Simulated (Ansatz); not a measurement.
# Run report: Si16C16, single-point calculation (part 1 of 2)

Si16C16 (slab, 32 atoms in the cell), computed with DFT, HSE06, PAW, plane waves (Ansatz 0.2.0).

The structure is a generated slab.

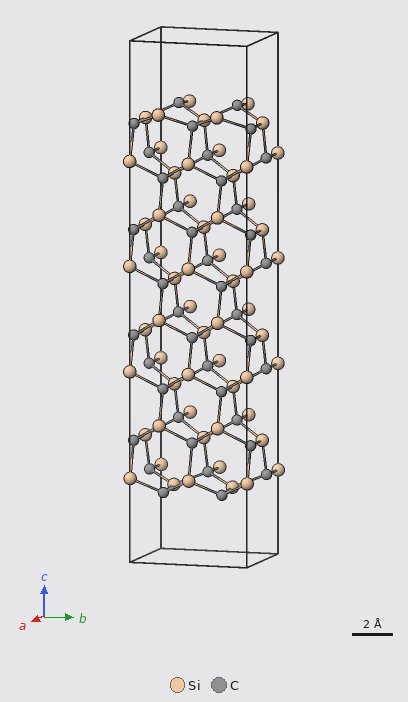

Fig. 1: The input geometry (ball-and-stick view of the 1 × 2 repeat of the cell, with the vacuum cut short, seen slightly off an axis).

### Summary

```tsv
quantity	value
outcome	converged
electrons treated	128
free energy	−14199.1628 eV
Fermi energy	5.044 eV
largest force (length of the vector)	0.289 eV/Å
hardware	8 threads of Arm Neoverse-V2, 18 GiB of memory available, shared host
wall time	2.7 min (CPU time 20 min)
peak memory	8.5 GiB
```

### Notes

Warnings of the run: the exchange-correlation potential is rough where the density is thin. The k-point mesh is coarse for a cell of this size, so the results may not be converged.

### Input
```yaml
crystal:
  lattice:
    - [0.000000, 0.000000, 5.047570]
    - [3.076017, 0.000000, 0.000000]
    - [0.000000, 32.535333, 0.000000]
  atoms:
    - { symbol: Si, position: [0.989294, 0.999866, 0.225225] }
    - { symbol: Si, position: [0.998851, 0.499787, 0.308969] }
    - { symbol: Si, position: [0.000504, 0.999731, 0.391042] }
    - { symbol: Si, position: [0.000740, 0.499658, 0.472929] }
    - { symbol: Si, position: [0.000909, 0.999599, 0.554802] }
    - { symbol: Si, position: [0.001472, 0.499547, 0.636601] }
    - { symbol: Si, position: [0.003979, 0.999488, 0.717946] }
    - { symbol: Si, position: [0.021870, 0.499372, 0.792550] }
    - { symbol: Si, position: [0.521943, 0.499896, 0.207805] }
    - { symbol: Si, position: [0.504024, 0.999847, 0.282403] }
    - { symbol: Si, position: [0.501567, 0.499677, 0.363752] }
    - { symbol: Si, position: [0.500918, 0.999742, 0.445551] }
    - { symbol: Si, position: [0.500710, 0.499578, 0.527424] }
    - { symbol: Si, position: [0.500443, 0.999574, 0.609309] }
    - { symbol: Si, position: [0.498750, 0.499453, 0.691377] }
    - { symbol: Si, position: [0.489215, 0.999500, 0.775122] }
    - { symbol: C, position: [0.363502, 0.999877, 0.226288] }
    - { symbol: C, position: [0.375802, 0.499847, 0.308936] }
    - { symbol: C, position: [0.376593, 0.999677, 0.390888] }
    - { symbol: C, position: [0.376654, 0.499723, 0.472810] }
    - { symbol: C, position: [0.376668, 0.999544, 0.554677] }
    - { symbol: C, position: [0.376725, 0.499588, 0.636473] }
    - { symbol: C, position: [0.377473, 0.999415, 0.718360] }
    - { symbol: C, position: [0.363466, 0.499527, 0.797764] }
    - { symbol: C, position: [0.863524, 0.499862, 0.202574] }
    - { symbol: C, position: [0.877495, 0.999782, 0.281977] }
    - { symbol: C, position: [0.876824, 0.499716, 0.363860] }
    - { symbol: C, position: [0.876727, 0.999645, 0.445667] }
    - { symbol: C, position: [0.876608, 0.499566, 0.527532] }
    - { symbol: C, position: [0.876525, 0.999544, 0.609443] }
    - { symbol: C, position: [0.875723, 0.499507, 0.691401] }
    - { symbol: C, position: [0.863431, 0.999389, 0.774053] }
kpoints:
  mp_grid: { grid: [3, 4, 1] }
hamiltonian:
  xc: hse06
scf:
  occupations: { method: fermi_dirac, width: 0.01 }
output:
  forces: true
  eigenvalues: true
  populations: true
  eigenstates: { kpoints: [[0, 0, 0]], e_range: [-4.0, 4.0], localisation: true }
  write_density: true
  write_potential: true
  elf: true
  volumetric_format: npy
```

Launch command:
```bash
ansatz run in.yaml --threads 8 --pin off --max-ram 17100MiB --runs-dir r --events-out ev --progress --plain
```

### Output
```
Pseudopotentials: kind: paw
Functional definition: HSE06
  parameter a = 0.25
  parameter omega = 0.11/bohr
  exchange = pbe_x - a*pbe_x_sr(omega) + a*exact_x_sr(omega)
  correlation = pbe_c
Crystal: 32 atoms, lattice volume = 505.157 Å³
Basis set: ecut = 420 eV, 9831 PW (Γ), exchange–correlation on 72×48×450 points (8 copies of the dense FFT grid, shifted against one another)
Bands: 96, of which v1, the nominal top of the filled ones, is band 64 counted from 1 (63 counted from 0)
Symmetry: 1 space group operations
Space group: P1 (ITA 1), of the structure as read, at distance tolerance 8.0e-5 Å
k-points: 7 of 12 (time reversal used)
Non-local potential: Si, projectors of the file, l = 0: 2, l = 1: 2, l = 2: 2
Non-local potential: C, projectors of the file, l = 0: 2, l = 1: 2, l = 2: 1
PAW form: soft (Blöchl's): semilocal exchange-correlation on the pseudo side does not see the compensation charge
PAW frozen core: Si, regenerated for the run's functional, and the local potential with it (the file was generated under x = pbe(κ = 0.804, μ = 0.2195149727645171), c = pbe(β = 0.06672455060314922))
PAW frozen core: C, regenerated for the run's functional, and the local potential with it (the file was generated under x = pbe(κ = 0.804, μ = 0.2195149727645171), c = pbe(β = 0.06672455060314922))
PAW one-centre angular grid: Si, 110 points (default); XC on 64 Gauss nodes
PAW one-centre angular grid: C, 110 points (default); XC on 64 Gauss nodes
Initial density: superposition of atomic densities (neutral atoms: chi_scale 0, normalization atom), corrected by the library's trained network
Initial wavefunctions: pseudopotential atomic-orbital guess
Functional: x = pbe(κ = 0.804, μ = 0.2195149727645171), c = pbe(β = 0.06672455060314922), warm-up for x = pbe(κ = 0.804, μ = 0.2195149727645171) + 0.25 (exact − pbe) at short range (hse, ω = 0.20786987370883472 Å⁻¹), c = pbe(β = 0.06672455060314922); HSE06 as pw.x's `hse` composes it (authors' and Libxc's form: `xc: wpbeh`)
SCF iter   1: F=—  HF=-14189.341715 eV  |F-HF|=—  |Δ(HF+E_count)|=         —  Δρ=2.89e-3  dr2=4.92e-2  ethr=1.77e-3  ⟨swp⟩=12.9  Hψ=3954  notcnv=0
preconditioner: auto → none  [insulator: Δε(μ)=1.694 eV  Ē_g=11.543 eV  σ=0.010 eV  W_gap=1.00  n_scr=74 (ndim 8)  ℏωp=18.7 eV  f_vac=0.308  D(μ)=0.00/eV (n_scr^D=0)]
SCF iter   2: F=—  HF=-14189.344546 eV  |F-HF|=—  |Δ(HF+E_count)|=   2.83e-3  Δρ=1.57e-3  dr2=2.22e-2  ethr=3.84e-5  ⟨swp⟩=8.3  Hψ=2347  notcnv=0  defer=8
SCF iter   3: F=—  HF=-14189.344408 eV  |F-HF|=—  |Δ(HF+E_count)|=   1.38e-4  Δρ=8.99e-4  dr2=1.60e-2  ethr=1.73e-5  ⟨swp⟩=8.1  Hψ=2184  notcnv=0  defer=3
SCF iter   4: F=—  HF=-14189.342811 eV  |F-HF|=—  |Δ(HF+E_count)|=   1.60e-3  Δρ=4.86e-4  dr2=2.10e-3  ethr=1.25e-5  ⟨swp⟩=7.7  Hψ=1972  notcnv=0  defer=2
SCF iter   5: F=—  HF=-14189.342828 eV  |F-HF|=—  |Δ(HF+E_count)|=   1.62e-5  Δρ=2.33e-4  dr2=8.20e-4  ethr=1.64e-6  ⟨swp⟩=7.1  Hψ=1765  notcnv=0  defer=5
iter 6 solved again at ethr=3.23e-8 eV; its pass at ethr=6.40e-7 eV (dr2=4.14e-5 eV) is discarded
SCF iter   6: F=-14189.342818 eV  HF=-14189.342789 eV  |F-HF|=2.92e-5  |Δ(HF+E_count)|=   3.86e-5  Δρ=1.11e-4  dr2=4.05e-5  ethr=3.23e-8  ⟨swp⟩=3.6  Hψ=2731  notcnv=0  defer=1
SCF 1 stopped early in 6 iterations: F = -14189.342818 eV  dr2 = 4.05e-5
  greatest PAW one-centre occupation: 0.658 electrons in one spin orbital (limit 2), on the C atom at site 23 (counted from 0), in its partial waves of l = 0
Initial density: handed on by an earlier stage of this run
Initial wavefunctions: those handed on with the density
Functional: x = pbe(κ = 0.804, μ = 0.2195149727645171) + 0.25 (exact − pbe) at short range (hse, ω = 0.20786987370883472 Å⁻¹), c = pbe(β = 0.06672455060314922); HSE06 as pw.x's `hse` composes it (authors' and Libxc's form: `xc: wpbeh`)
Exchange kernel: α = 0.2500, screened, ω = 0.2079 Å⁻¹, Wigner–Seitz truncation, v(0) = 1020.2100 eV·Å³, q-mesh 3×4×1, nearest image of the exchange supercell L = 12.30 Å, pair-density grid 24×15×160, without the augmentation charges, whose exchange is taken in its separable form by FFT convolution over the k-point mesh (sized by the pseudopotential files, 36×24×225 at the most), smooth part of the
Frozen-core exchange: fock
SCF iter   1: F=—  HF=-14199.155847 eV  |F-HF|=—  |Δ(HF+E_count)|=         —  Δρ=4.74e-3  dr2=8.81e-2  ethr=3.17e-7  ⟨swp⟩=15.7  Hψ=4542  notcnv=0
preconditioner: auto → none  [insulator: Δε(μ)=2.587 eV  Ē_g=13.252 eV  σ=0.010 eV  W_gap=1.00  n_scr=74 (ndim 8)  ℏωp=18.7 eV  f_vac=0.309  D(μ)=0.00/eV (n_scr^D=0)]
SCF iter   2: F=—  HF=-14199.127776 eV  |F-HF|=—  |Δ(HF+E_count)|=   2.81e-2  Δρ=2.36e-3  dr2=2.90e-2  ethr=3.17e-7  ⟨swp⟩=5.9  Hψ=2730  notcnv=0  defer=9
SCF iter   3: F=—  HF=-14199.124461 eV  |F-HF|=—  |Δ(HF+E_count)|=   3.32e-3  Δρ=1.06e-3  dr2=2.84e-2  ethr=3.17e-7  ⟨swp⟩=6.9  Hψ=2733  notcnv=0  defer=8
SCF iter   4: F=—  HF=-14199.121564 eV  |F-HF|=—  |Δ(HF+E_count)|=   2.90e-3  Δρ=4.32e-4  dr2=1.31e-2  ethr=3.17e-7  ⟨swp⟩=6.4  Hψ=2572  notcnv=0  defer=4
SCF iter   5: F=—  HF=-14199.163047 eV  |F-HF|=—  |Δ(HF+E_count)|=   4.15e-2  Δρ=6.11e-4  dr2=2.54e-3  ethr=3.17e-7  ⟨swp⟩=5.7  Hψ=2765  notcnv=0  defer=9
SCF iter   6: F=—  HF=-14199.162426 eV  |F-HF|=—  |Δ(HF+E_count)|=   6.21e-4  Δρ=1.98e-4  dr2=2.63e-4  ethr=3.17e-7  ⟨swp⟩=4.3  Hψ=1626  notcnv=0  defer=1
SCF iter   7: F=—  HF=-14199.163229 eV  |F-HF|=—  |Δ(HF+E_count)|=   8.02e-4  Δρ=1.37e-4  dr2=2.54e-4  ethr=1.26e-7  ⟨swp⟩=5.9  Hψ=1965  notcnv=0  defer=1
SCF iter   8: F=—  HF=-14199.163180 eV  |F-HF|=—  |Δ(HF+E_count)|=   4.90e-5  Δρ=2.61e-5  dr2=1.95e-5  ethr=1.26e-7  ⟨swp⟩=3.9  Hψ=1227  notcnv=0  defer=3
SCF iter   9: F=-14199.163174 eV  HF=-14199.163178 eV  |F-HF|=3.80e-6  |Δ(HF+E_count)|=   1.89e-6  Δρ=1.52e-5  dr2=7.87e-6  ethr=1.12e-8  ⟨swp⟩=3.6  Hψ=1318  notcnv=0
SCF 2 stopped early in 9 iterations: F = -14199.163174 eV  dr2 = 7.87e-6
  Residual-converged pass: ⟨swp⟩=4.4  Hψ=1971  notcnv=0  max |occ|·‖R‖ = 6.6e-6 eV (tolerance 6.7e-6 eV)  dr2=7.96e-6  dr2_onsite=3.71e-8  max |Δocc| = 0.0e0
  greatest PAW one-centre occupation: 0.659 electrons in one spin orbital (limit 2), on the C atom at site 23 (counted from 0), in its partial waves of l = 0
hybrid outer 1: dexx = +4.671e-2 eV, tail = 4.34e-5 eV
SCF iter   1: F=—  HF=-14199.162848 eV  |F-HF|=—  |Δ(HF+E_count)|=         —  Δρ=2.90e-5  dr2=5.18e-6  ethr=1.70e-7  ⟨swp⟩=10.9  Hψ=2040  notcnv=0
preconditioner: auto → none  [insulator: Δε(μ)=2.554 eV  Ē_g=13.250 eV  σ=0.010 eV  W_gap=1.00  n_scr=74 (ndim 8)  ℏωp=18.7 eV  f_vac=0.309  D(μ)=0.00/eV (n_scr^D=0)]
SCF iter   2: F=—  HF=-14199.162847 eV  |F-HF|=—  |Δ(HF+E_count)|=   1.26e-6  Δρ=6.98e-6  dr2=1.78e-7  ethr=3.82e-9  ⟨swp⟩=3.0  Hψ=1348  notcnv=0
SCF iter   3: F=—  HF=-14199.162847 eV  |F-HF|=—  |Δ(HF+E_count)|=   4.69e-7  Δρ=4.19e-6  dr2=2.03e-7  ethr=1.05e-10  ⟨swp⟩=6.4  Hψ=2002  notcnv=0  defer=18
SCF iter   4: F=—  HF=-14199.162847 eV  |F-HF|=—  |Δ(HF+E_count)|=   1.67e-8  Δρ=1.80e-6  dr2=8.86e-8  ethr=1.05e-10  ⟨swp⟩=4.4  Hψ=1397  notcnv=0  defer=5
SCF iter   5: F=-14199.162847 eV  HF=-14199.162847 eV  |F-HF|=2.43e-9  |Δ(HF+E_count)|=   1.83e-8  Δρ=8.70e-7  dr2=5.12e-9  ethr=6.73e-11  ⟨swp⟩=3.4  Hψ=1250  notcnv=0  defer=3
SCF 3 converged in 5 iterations: F = -14199.162847 eV  dr2 = 5.12e-9
  Residual-converged pass: ⟨swp⟩=4.0  Hψ=1498  notcnv=0  max |occ|·‖R‖ = 1.8e-6 eV (tolerance 1.8e-6 eV)  dr2=5.00e-9  dr2_onsite=6.70e-11  max |Δocc| = 0.0e0
```

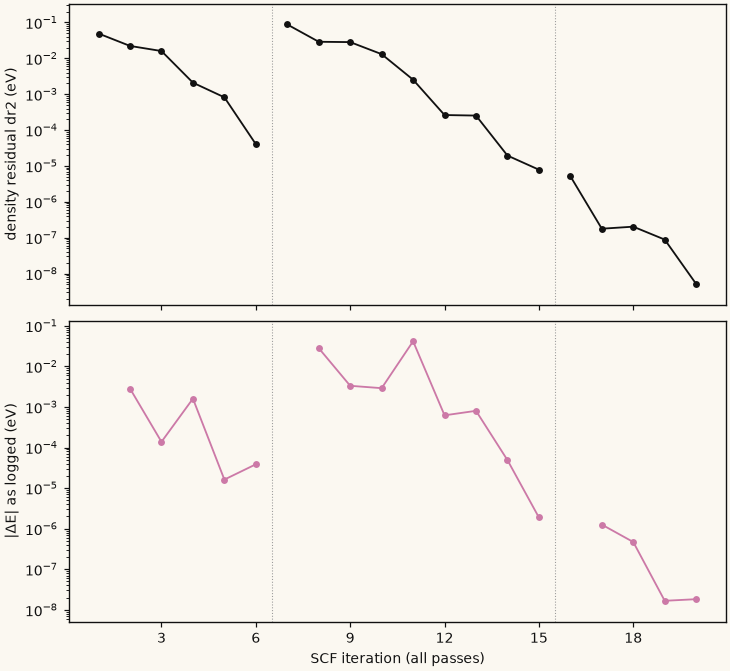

Fig. 2: Convergence of the self-consistent field: density residual dr2 and size of the energy change against the SCF iteration. The run starts with a semilocal functional; after that each stretch between dotted lines is one SCF of the hybrid functional between two exact rebuilds of the exchange operator by the outer loop. Early passes are stopped at a loose threshold. The passes take 6, 9 and 5 iterations.

```
hybrid outer 2: dexx = +6.391e-7 eV, tail = 1.94e-8 eV, Δε = 1.19e-3 eV (about 2.69e-5 eV left of the loop's levels), ΔF = 3.04e-3 eV/Å (tail 3.76e-4)
NSCF: frozen V_eff on 1 k-points
hybrid SCF converged: 2 outer / 14 inner (+6 warm-up), last move |dexx| = 6.39e-7 eV, tail = 1.94e-8 eV
Stability not checked: this state was not tested for a lower state beside it, because the functional holds exact exchange (a hybrid, or Hartree-Fock), whose exchange loop this test does not read (fock_operator; see scf.lower_state_search)
Free energy (F): -14199.162847 eV
Harris-Foulkes:  -14199.162847 eV  (|F-HF|=2.43e-9)
Internal energy: -14199.162847 eV  (E = F + TS)
E sigma→0 (E₀):  -14199.162847 eV
Fermi energy:    5.043591 eV
```
